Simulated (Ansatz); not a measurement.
Consider this structure.

```yaml
crystal:
  lattice:
    - [3.09889, 0.00000, 0.00000]
    - [0.00000, 3.09889, 0.00000]
    - [0.00000, 0.00000, 8.35171]
  atoms:
    - { symbol: Al, position: [0.50000, 0.50000, 0.15907] }
    - { symbol: Al, position: [0.00000, 0.00000, 0.34093] }
    - { symbol: Ru, position: [0.00000, 0.00000, 0.00000] }
    - { symbol: Al, position: [0.00000, 0.00000, 0.65907] }
    - { symbol: Al, position: [0.50000, 0.50000, 0.84093] }
    - { symbol: Ru, position: [0.50000, 0.50000, 0.50000] }
```

> What does this file describe?

The formula is Al₂Ru. The lattice is body-centred tetragonal and the space group I4/mmm (No. 139). The cell comprises 2 formula units: 4 Al, 2 Ru.

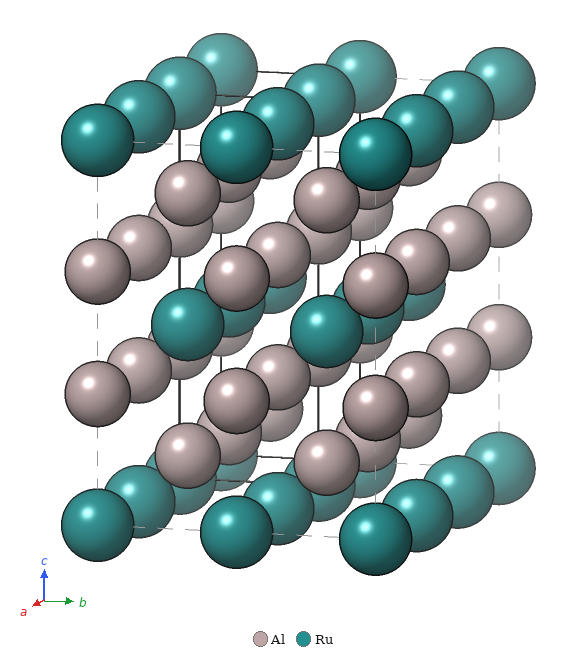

Spheres-only drawing of the structure, looking slightly off an axis. The solid box is one conventional unit cell, and 3×2×1 cells are shown.

It goes back to a structure listed in the Materials Project. This is the structure after a relaxation with DFT LDA, scalar-relativistic, plane waves, PAW in Ansatz.
